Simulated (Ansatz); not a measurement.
# Al₃Cu₂: what the fields show

The calculation's input:

```
crystal:
  lattice:
    - [4.1976658029, 0.0, 0.0]
    - [-2.0988329014, 3.6352852219, 0.0]
    - [0.0, 0.0, 4.5863396035]
  atoms:
    - { symbol: Al, position: [0.0, 0.0, 0.0] }
    - { symbol: Al, position: [0.3516879684, 0.6666666667, 0.3508928116] }
    - { symbol: Al, position: [0.6483120316, 0.3333333333, 0.6491071884] }
    - { symbol: Cu, position: [0.3028578248, 0.6666666667, 0.841587066] }
    - { symbol: Cu, position: [0.6971421752, 0.3333333333, 0.158412934] }
basis:
  ecutwfc: 520.0
kpoints:
  mp_grid: { grid: [12, 12, 8] }
hamiltonian:
  xc: lda
  pseudopotentials: { kind: paw, azcp: { folder: soft_1 } }
scf:
  occupations: { method: gaussian, width: 0.15 }
output:
  forces: true
  stress: true
  eigenvalues: true
  write_density: true
  write_potential: true
  elf: true
  volumetric_format: npy
```

Command:

```sh
ansatz run input.yaml --threads 4 --pin off --max-ram 8192MiB --backend cpu --events-out ev --progress --plain --runs-dir out
```

Below, planes, directions and counts refer to the conventional cell (a = 4.20 Å, b = 4.20 Å, c = 4.59 Å, α = 90.00°, β = 90.00°, γ = 120.00°).

Space group P-1; a structure from a database of computed crystals, not necessarily the ambient phase; changed on purpose from its base cell (mode 4 frozen in at -0.124 Å, strain +e along z and -e/2 along x and y -0.0700); not relaxed (largest force 0.5 eV/Å); computed pressure about 4 GPa in this cell; computed without spin polarisation; PAW files of the earlier set (soft_1).

The calculation used Ansatz, DFT LDA, scalar-relativistic, plane waves, PAW.

The density is the valence pseudo-density of a PAW calculation; it isn't the true density close to the nuclei.

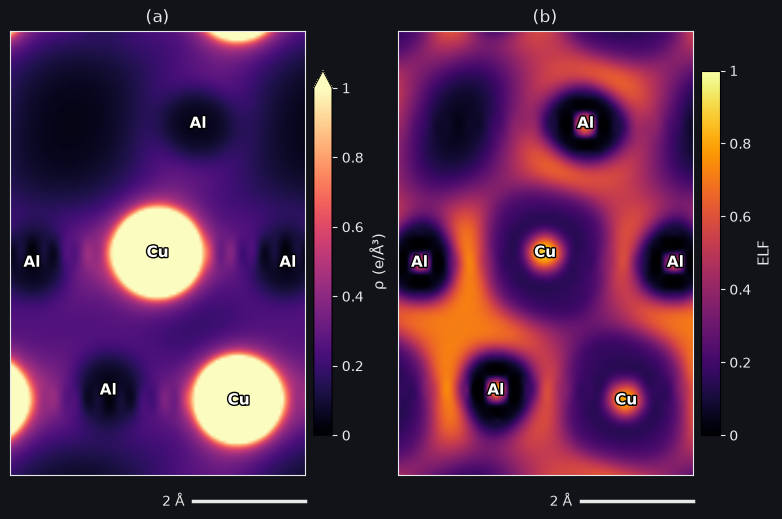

Figure 1. (a) valence charge density (pseudo); (b) electron localisation function on the (110) plane of the conventional cell.

What does the map show?

The plane passes through Al and Cu nuclei.
Al–Cu (2.26 Å): ρ is about 0.42 e/Å³ halfway; the ELF peaks at about 0.75 between the atoms.
Al–Cu (2.34 Å): ρ is about 0.32 e/Å³ halfway; the ELF is about 0.40 at the midpoint.
Al–Cu (2.43 Å): ρ is about 0.34 e/Å³ halfway; the ELF peaks at about 0.60 between the atoms.
Between the atoms the lowest density in this plane is 0.04 e/Å³.
The features right at Cu lie inside the PAW spheres, where the map follows smoothed inner orbitals and isn't to be read closely.

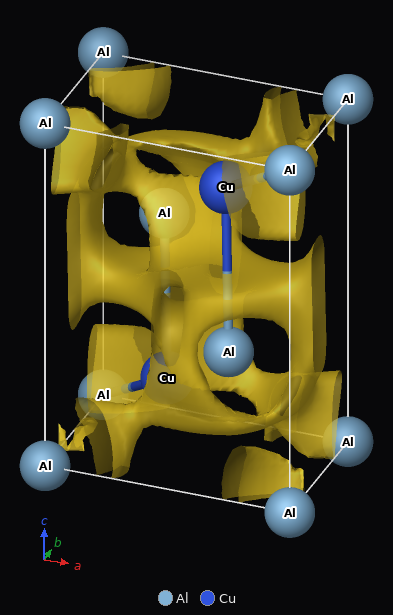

Figure 2. Isosurface of the electron localisation function at 0.55 (yellow), seen slightly off an axis. Only the valence region is drawn (cores and ρ < 0.01 e/Å³ removed). Sticks mark near contacts.

Identify the bonds, lone pairs and shells in this picture.

The surface consists of one network that runs through the whole crystal, counted in one cell of 5 atoms. Any copies at cell faces, edges or corners count once.

Does the calculation give a band gap?

It is gapless in this calculation (a metal or semimetal).
